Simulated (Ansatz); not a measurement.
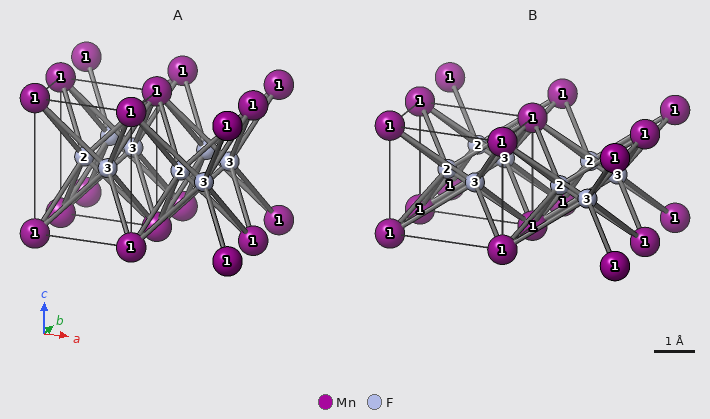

Two geometries of a crystal of MnF2 (a generated structure, set up in P6/mmm) (coarse preliminary run), drawn at one scale. One is the start of a relaxation, the other its converged end. A ball-and-stick model of the cell of the calculation, repeated 2 × 2 × 1 with one cell outlined, seen slightly off an axis.

The calculation used Ansatz, DFT PBE, scalar-relativistic, plane waves, PAW. Set-up: plane-wave cutoff 420 eV; k-point mesh 6 × 6 × 6; occupations gaussian; smearing width 0.1 eV; collinear spin; cell and atoms relaxed; force threshold 0.04 eV/Å; at most 70 steps.

Which one is relaxed?

Answer. Structure B is the relaxed one. Over 8 accepted moves (10 points after the start) the energy falls by 3.408 eV per cell of the calculation. All forces vanish by symmetry, so only the cell relaxes. The pressure goes from 35.84 to 0.12 GPa. The SCF was repeated twice at an unchanged geometry on a basis and grid sized afresh for the cell, which shifted the energy by 0.183 eV per cell of the calculation at most. No atom moves by more than 0.005 Å relative to the cell. Cell: a = b 3.229 → 3.773 Å (+16.9 %), c 3.445 → 2.744 Å (−20.3 %). Volume +8.8 %. Some distances before and after: Mn1–Mn1 3.445 → 2.744 Å, Mn1–F2 2.538 → 2.575 Å. The space group stays P6/mmm (No. 191).
